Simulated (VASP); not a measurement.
**MgS: band-structure calculation**

- system: MgS (F-43m, 2 atoms in the cell)
- method: DFT, r2SCAN, plane waves, PAW (VASP 6.6.1)

The structure was built on a prototype by a generator. The geometry comes from this level: r2SCAN.

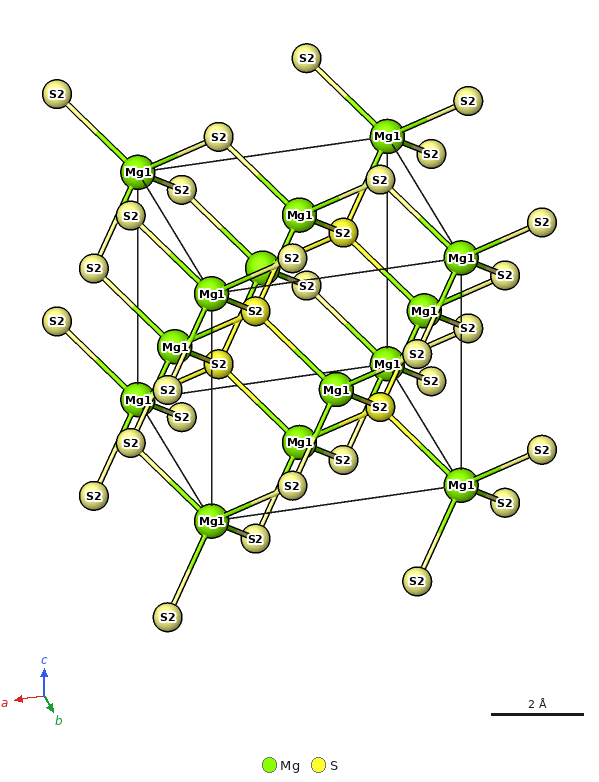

**Figure 1.** The structure as given in the input (ball-and-stick view of the cell 4 times as large as that of the calculation, set on its symmetry axes, seen at an oblique angle; neighbours outside the cell are drawn fainter; atoms are numbered from 1 in the order of the input).

**Key numbers**

| quantity | value |
| --- | --- |
| outcome | converged |
| space group (tolerance 0.01 Å) | F-43m (216) |
| electrons treated | 8 |
| free energy | −15.4507 eV |
| Fermi energy | 0.864 eV |
| band gap | 4.13 eV |
| pressure | −0.28 GPa |
| largest force (length of the vector) | under 0.001 eV/Å |
| hardware | 1 CPU thread, shared host |
| wall time | 31 s |
| peak memory | 0.17 GiB |

**INCAR**
```
ENCUT = 520.000000
SIGMA = 0.010000
EDIFF = 1.00e-07
ALGO = Normal
METAGGA = R2SCAN
PREC = Accurate
IBRION = -1
ISIF = 2
ISMEAR = 0
NBANDS = 11
NELM = 120
NSW = 0
LASPH = .TRUE.
LCHARG = .FALSE.
LWAVE = .FALSE.
LREAL = .FALSE.
```

**KPOINTS**
```
KPOINTS created by Atomic Simulation Environment
0
Gamma
8 8 8
0 0 0
```

**KPOINTS_OPT**
```
special points
6
Reciprocal
0.0000000000 0.0000000000 0.0000000000 1
0.5000000000 0.0000000000 0.5000000000 1
0.5000000000 0.2500000000 0.7500000000 1
0.3750000000 0.3750000000 0.7500000000 1
0.5000000000 0.5000000000 0.5000000000 1
0.6250000000 0.2500000000 0.6250000000 1
```

**POSCAR**
```
Mg S
 1.0000000000000000
     0.0000000000000000    2.8308768390485555    2.8308768390485555
     2.8308768390485555    0.0000000000000000    2.8308768390485555
     2.8308768390485555    2.8308768390485555    0.0000000000000000
 Mg  S
   1   1
Cartesian
  0.0000000000000000  0.0000000000000000 -0.0000000000000000
  1.4154384195242775  1.4154384195242775  1.4154384195242775
```

Command:
```bash
mpirun -np 1 vasp_std
```

**OSZICAR**
```
N       E                     dE             d eps       ncg     rms          rms(c)
DAV:   1     0.167297798841E+02    0.16730E+02   -0.33825E+03   654   0.584E+02
DAV:   2    -0.152387913470E+02   -0.31969E+02   -0.29982E+02   795   0.101E+02
DAV:   3    -0.172168821203E+02   -0.19781E+01   -0.19746E+01   769   0.272E+01
DAV:   4    -0.172327185131E+02   -0.15836E-01   -0.15834E-01   780   0.292E+00
DAV:   5    -0.172328945608E+02   -0.17605E-03   -0.17605E-03   786   0.305E-01    0.421E+00
DAV:   6    -0.154306235612E+02    0.18023E+01   -0.12605E+00   683   0.556E+00    0.425E+00
DAV:   7    -0.154378196406E+02   -0.71961E-02   -0.26234E-01   731   0.232E+00    0.267E+00
DAV:   8    -0.154501710907E+02   -0.12351E-01   -0.10904E-02   695   0.776E-01    0.116E-01
DAV:   9    -0.154504448672E+02   -0.27378E-03   -0.22192E-04   860   0.929E-02    0.108E-01
DAV:  10    -0.154506743926E+02   -0.22953E-03   -0.23386E-04   671   0.133E-01    0.430E-02
DAV:  11    -0.154506762408E+02   -0.18482E-05   -0.14778E-06   819   0.868E-03    0.430E-03
DAV:  12    -0.154506757337E+02    0.50710E-06   -0.81758E-08   741   0.234E-03    0.887E-04
DAV:  13    -0.154506756250E+02    0.10863E-06   -0.15249E-08   542   0.820E-04    0.633E-04
DAV:  14    -0.154506756174E+02    0.75914E-08   -0.15183E-09   385   0.307E-04
   1 F= -.15450676E+02 E0= -.15450676E+02  d E =-.438838E-43
       N       E                     dE             ncg
DAV:   1     0.385330998932E+03   -0.13587E+04      132
DAV:   2     0.200324188169E+03   -0.18501E+03      150
DAV:   3     0.189664744410E+03   -0.10659E+02      176
DAV:   4     0.189579746309E+03   -0.84998E-01      166
DAV:   5     0.189578845669E+03   -0.90064E-03      168
DAV:   6     0.189578828174E+03   -0.17494E-04      161
DAV:   7     0.189578827762E+03   -0.41271E-06      168
DAV:   8     0.189578827751E+03   -0.11225E-07      166
```

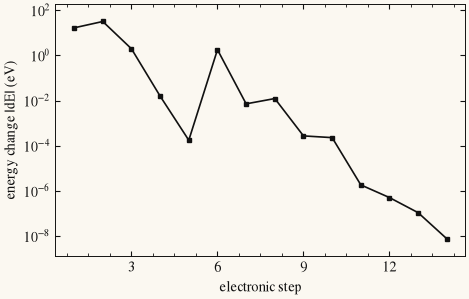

**Figure 2.** Convergence of the self-consistent field: energy change |dE| against the electronic step. It takes 14 electronic steps. The density is held fixed in the first few steps, and dE rises again when its update begins.

**Parts of OUTCAR**
```
k-points           NKPTS =     29   k-points in BZ     NKDIM =     29   number of bands    NBANDS=     11

   NELECT =       8.0000    total number of electrons

   dimension x,y,z NGX =    30 NGY =   30 NGZ =   30
   dimension x,y,z NGXF=    60 NGYF=   60 NGZF=   60

  energy-cutoff  :      520.00
  volume of cell :       45.37
      direct lattice vectors                 reciprocal lattice vectors
     0.000000000  2.830876839  2.830876839    -0.176623721  0.176623721  0.176623721
     2.830876839  0.000000000  2.830876839     0.176623721 -0.176623721  0.176623721
     2.830876839  2.830876839  0.000000000     0.176623721  0.176623721 -0.176623721

 k-points in reciprocal lattice and weights: KPOINTS created by Atomic Simulation Env
   0.00000000  0.00000000  0.00000000       0.002
   0.12500000  0.00000000  0.00000000       0.016
   0.25000000  0.00000000  0.00000000       0.016
   0.37500000  0.00000000  0.00000000       0.016
   0.50000000  0.00000000  0.00000000       0.008
   0.12500000  0.12500000  0.00000000       0.012
   0.25000000  0.12500000  0.00000000       0.047
   0.37500000  0.12500000  0.00000000       0.047
   0.50000000  0.12500000  0.00000000       0.047
  -0.37500000  0.12500000  0.00000000       0.047
  -0.25000000  0.12500000  0.00000000       0.047
  -0.12500000  0.12500000  0.00000000       0.023
   0.25000000  0.25000000  0.00000000       0.012
   0.37500000  0.25000000  0.00000000       0.047
   0.50000000  0.25000000  0.00000000       0.047
  -0.37500000  0.25000000  0.00000000       0.047
  -0.25000000  0.25000000  0.00000000       0.023
   0.37500000  0.37500000  0.00000000       0.012
   0.50000000  0.37500000  0.00000000       0.047
  -0.37500000  0.37500000  0.00000000       0.023
   0.50000000  0.50000000  0.00000000       0.006
   0.37500000  0.25000000  0.12500000       0.047
   0.50000000  0.25000000  0.12500000       0.094
  -0.37500000  0.25000000  0.12500000       0.047
   0.50000000  0.37500000  0.12500000       0.047
  -0.37500000  0.37500000  0.12500000       0.094
  -0.25000000  0.37500000  0.12500000       0.047
  -0.37500000  0.50000000  0.12500000       0.023
  -0.25000000  0.50000000  0.25000000       0.012

 E-fermi :   0.8636

 k-point     1 :       0.0000    0.0000    0.0000
  band No.  band energies     occupation
      1     -10.9699      2.00000
      2       0.7690      2.00000
      3       0.7690      2.00000
      4       0.7690      2.00000
      5       4.8983      0.00000
      6       9.3631      0.00000
      7       9.3631      0.00000
      8       9.3631      0.00000
      9      12.2243      0.00000
     10      12.2243      0.00000
     11      15.4730      0.00000

 k-point     2 :       0.1250    0.0000    0.0000
  band No.  band energies     occupation
      1     -10.8803      2.00000
      2       0.1115      2.00000
      3       0.7154      2.00000
      4       0.7154      2.00000
      5       5.5408      0.00000
      6       9.1838      0.00000
      7       9.5472      0.00000
      8       9.5472      0.00000
      9      11.7619      0.00000
     10      11.7619      0.00000
     11      14.6905      0.00000

 k-point     3 :       0.2500    0.0000    0.0000
  band No.  band energies     occupation
      1     -10.6487      2.00000
      2      -1.0690      2.00000
      3       0.5939      2.00000
      4       0.5939      2.00000
      5       6.4071      0.00000
      6       9.2335      0.00000
      7       9.5577      0.00000
      8       9.5577      0.00000
      9      11.8503      0.00000
     10      11.8503      0.00000
     11      13.8017      0.00000

 k-point     4 :       0.3750    0.0000    0.0000
  band No.  band energies     occupation
      1     -10.3905      2.00000
      2      -2.0181      2.00000
      3       0.4819      2.00000
      4       0.4819      2.00000
      5       6.5900      0.00000
      6       9.1632      0.00000
      7       9.1632      0.00000
      8       9.8038      0.00000
      9      13.2155      0.00000
     10      13.2155      0.00000
     11      13.8617      0.00000

 k-point     5 :       0.5000    0.0000    0.0000
  band No.  band energies     occupation
      1     -10.2737      2.00000
      2      -2.3795      2.00000
      3       0.4380      2.00000
      4       0.4380      2.00000
      5       6.5599      0.00000
      6       8.9809      0.00000
      7       8.9809      0.00000
      8      10.0365      0.00000
      9      14.5988      0.00000
     10      14.6421      0.00000
     11      14.6421      0.00000

 [... the levels of 23 k-points are left out ...]

 k-point    29 :      -0.2500    0.5000    0.2500
  band No.  band energies     occupation
      1     -10.0392      2.00000
      2      -1.5040      2.00000
      3      -1.0959      2.00000
      4      -0.5634      2.00000
      5       6.7589      0.00000
      6       9.4724      0.00000
      7       9.5731      0.00000
      8       9.9969      0.00000
      9      14.4103      0.00000
     10      15.3935      0.00000
     11      15.5209      0.00000

  Total       -0.0783735     -0.0783735     -0.0783735      0.0000000     -0.0000000      0.0000000
  in kB       -2.7674968     -2.7674968     -2.7674968      0.0000000     -0.0000000      0.0000000
  external PRESSURE =      -2.7674968 kB  Pullay stress =       0.0000000 kB

 POSITION                                       TOTAL-FORCE (eV/Angst)
 -----------------------------------------------------------------------------------
      0.00000      0.00000      0.00000         0.000000      0.000000      0.000000
      1.41544      1.41544      1.41544        -0.000000     -0.000000     -0.000000
 -----------------------------------------------------------------------------------
    total drift:                               -0.000003     -0.000003     -0.000003

  FREE ENERGIE OF THE ION-ELECTRON SYSTEM (eV)
  ---------------------------------------------------
  free  energy   TOTEN  =       -15.4506756174 eV

  energy  without entropy=      -15.4506756174  energy(sigma->0) =      -15.45067562
```

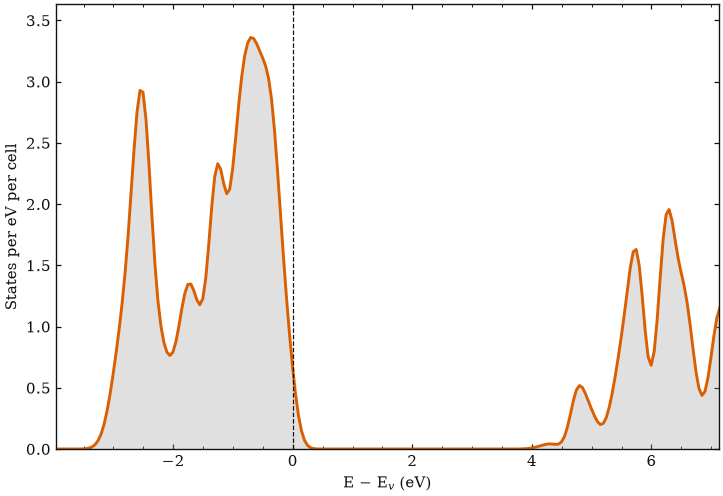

**Figure 3.** Density of states (the curve is built from the levels of the k mesh with Gaussians 0.3 eV wide, which also blur the band edges), with energies from the valence-band top. There is a gap of 4.13 eV on the k-point mesh. Small ripples come from the finite k-point mesh.
